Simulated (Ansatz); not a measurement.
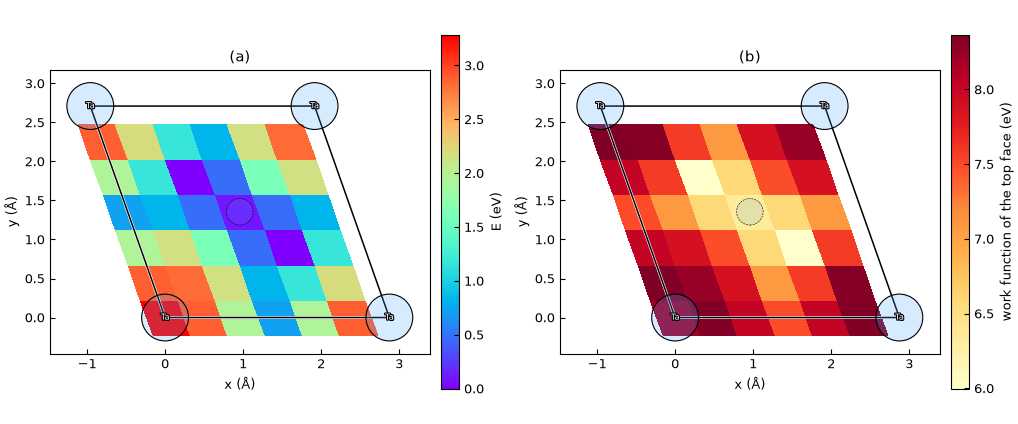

N on a Ta(110) slab cut from the Im-3m phase, its upper half relaxed before the scan (3 atoms of substrate and one adsorbate in a 1 × 1 cell). N is moved over the surface cell; relaxed at each place: the height of the adsorbate's atoms; substrate rigid; the origin of the map has the adsorbate above Ta3. Places are given modulo a cell vector. The map is drawn in real space over the plane of the surface. The grid has 6 × 6 points; 13 points were computed and 23 follow by symmetry. Energies are in eV, from the lowest grid point. With one adsorbate in each 1 × 1 cell, its nearest image is 2.9 Å away, so neighbouring adsorbates interact. These are results of DFT PBE, scalar-relativistic, plane waves, PAW (Ansatz 0.2.0), not measurements. Settings: cutoff 420 eV, k-mesh 10×10×1, gaussian smearing 0.1 eV, no spin polarisation.

Panel (a) is the energy and panel (b) the computed work function of the top face on the same grid.

The picture shows one coloured cell a grid point, labelled circles for the atoms of the top layer and small ones for the second layer, the outline of one cell of the plane.

**How does the work function of the top face vary over the map, and what is it at the lowest grid point?**

It runs from 6.00 eV at (2/6, 4/6) of the cell vectors [nearest 1 Ta at 1.84 Å] to 8.36 eV at (0/6, 1/6) of the cell vectors [nearest 1 Ta at 1.79 Å]. At the lowest grid point, (2/6, 4/6) of the cell vectors [nearest 1 Ta at 1.84 Å], it is 6.00 eV.

| second ↓, first → | 0/6 | 1/6 | 2/6 | 3/6 | 4/6 | 5/6 |
| --- | --- | --- | --- | --- | --- | --- |
| 5/6 | 8.36 | 8.33 | 7.59 | 7.09 | 7.88 | 8.24 |
| 4/6 | 8.02 | 7.59 | 6.00 | 6.58 | 7.48 | 7.88 |
| 3/6 | 7.49 | 7.09 | 6.58 | 6.33 | 6.58 | 7.09 |
| 2/6 | 8.02 | 7.88 | 7.48 | 6.58 | 6.00 | 7.59 |
| 1/6 | 8.36 | 8.24 | 7.88 | 7.09 | 7.59 | 8.33 |
| 0/6 | 8.21 | 8.36 | 8.02 | 7.49 | 8.02 | 8.36 |

PAW datasets: the set soft_1.
